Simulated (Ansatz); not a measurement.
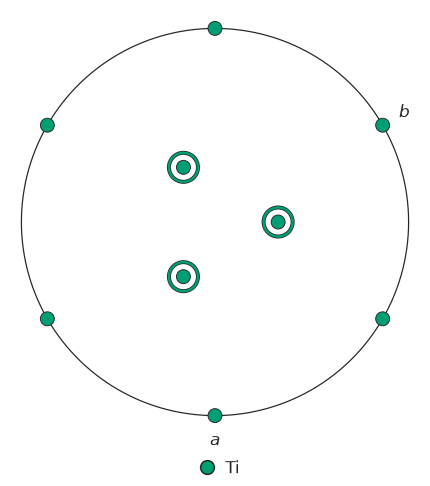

For Ti, the input geometry of an electronic-structure calculation (not necessarily at equilibrium); the starting structure was generated, so it need not be a known form of this composition: directions from one titanium atom at (1/3, 2/3, 3/4) to its bonded neighbours, in stereographic projection down c (filled: above the plane of the page or in it, open: below). All values are computed from the atomic coordinates in the standard setting (tolerance 0.002 Å).

Neighbours are counted up to 3.25 Å for Ti.

```
Ti
1.0
     2.96252    0.00000    0.00000
    -1.48126    2.56561    0.00000
     0.00000    0.00000    4.68757
Ti
2
Direct
  0.33333 0.66667 0.75000
  0.66667 0.33333 0.25000
```

**How many neighbours are there, and at what angles?**

12: 6 Ti at 2.90 Å, 6 Ti at 2.96 Å. Angles between bonds: 59° (12×), 60° (6×), 61° (6×), 90° (12×), 108° (3×), 120° (6×), 121° (12×), 146° (6×), 180° (3×).

**What is the site's symmetry in the crystal?**

Point group -6m2 (D3h), order 12: one −6 axis, three twofold axes, four mirror planes. In P6_3/mmc (No. 194) this is Wyckoff position 2d.
